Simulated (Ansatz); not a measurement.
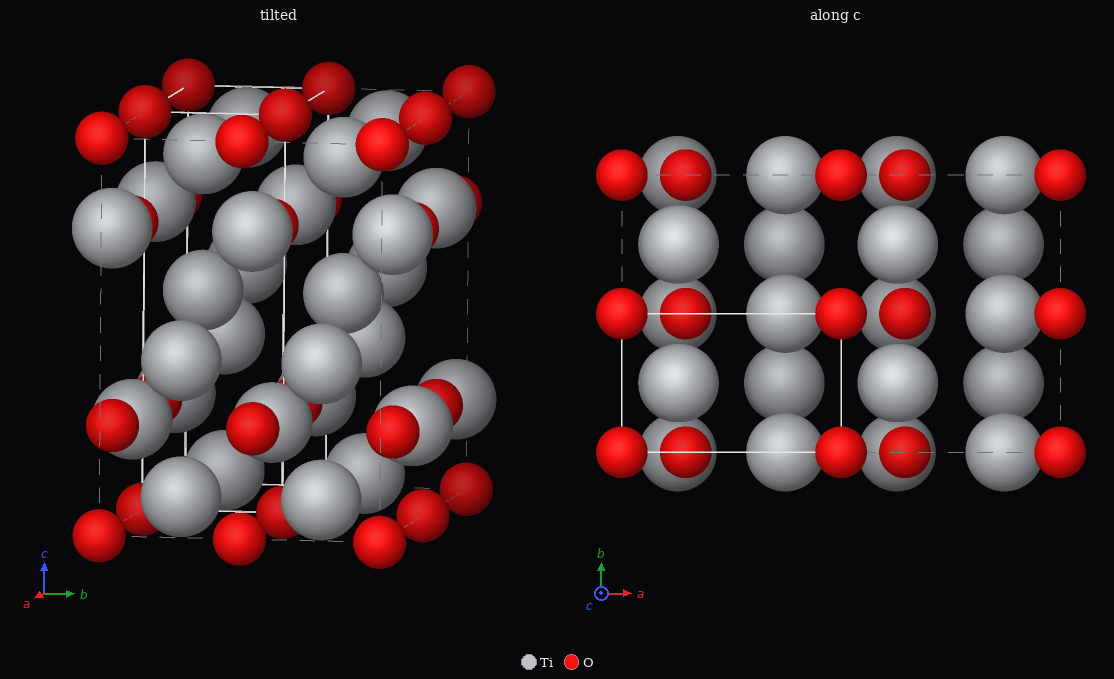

A spheres-only rendering, viewed slightly off an axis and along the c axis. The structure is repeated 2×2×1 times; solid lines mark one conventional unit cell.

What is this?

The stoichiometry is Ti2O. It is primitive monoclinic, space group P2/m (No. 10). Cell content 6 Ti, 3 O; Z = 3.

Provenance: a structure listed in the Materials Project. Earlier steps of the study, as a rule a relaxation of our own, may have changed the cell and positions, so they can lie some per cent off the listed ones. Ansatz was used for an electronic-structure calculation on it.

At this level of theory the run's own cell isn't at rest (stretched, at -10 GPa), so its distances can differ from those at equilibrium, the more so the softer the solid.
